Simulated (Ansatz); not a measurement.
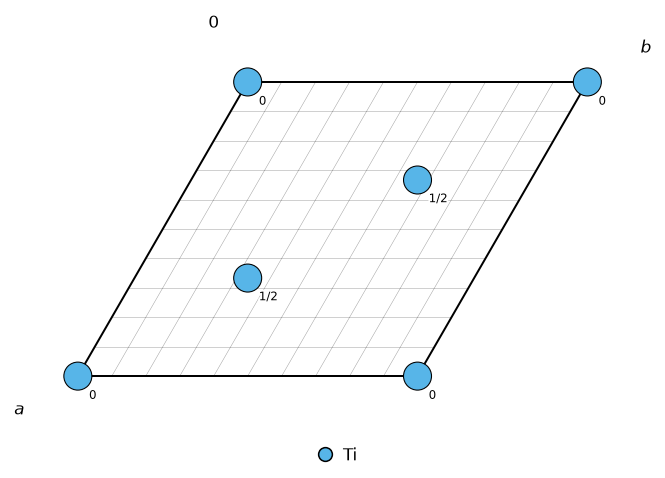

Plan of a unit cell projected along c (a down the page, b across); the numbers are heights as fractions of c, and atoms on the cell's edges are repeated. The grid marks tenths of a and b. Source: coordinates from a relaxation with DFT, PBE, plane waves (420 eV) with PAW, scalar-relativistic in Ansatz 0.2.0; the starting structure was generated, so it need not be a known form of this composition. Symmetry computed with spglib at a tolerance of 0.002 Å; standard conventional cell.

a = 4.580 Å, b = 4.580 Å, c = 2.830 Å, α = 90.00°, β = 90.00°, γ = 120.00°.

> What does the cell contain?

3 Ti: Ti, Z = 3.

> Which space group?

P6/mmm (No. 191), primitive hexagonal.

> Give the independent sites, coordinates to two places.

```
atom  site  symmetry     x     y     z
  Ti    1a     6/mmm  0.00  0.00  0.00
  Ti    2d      -6m2  0.33  0.67  0.50
```
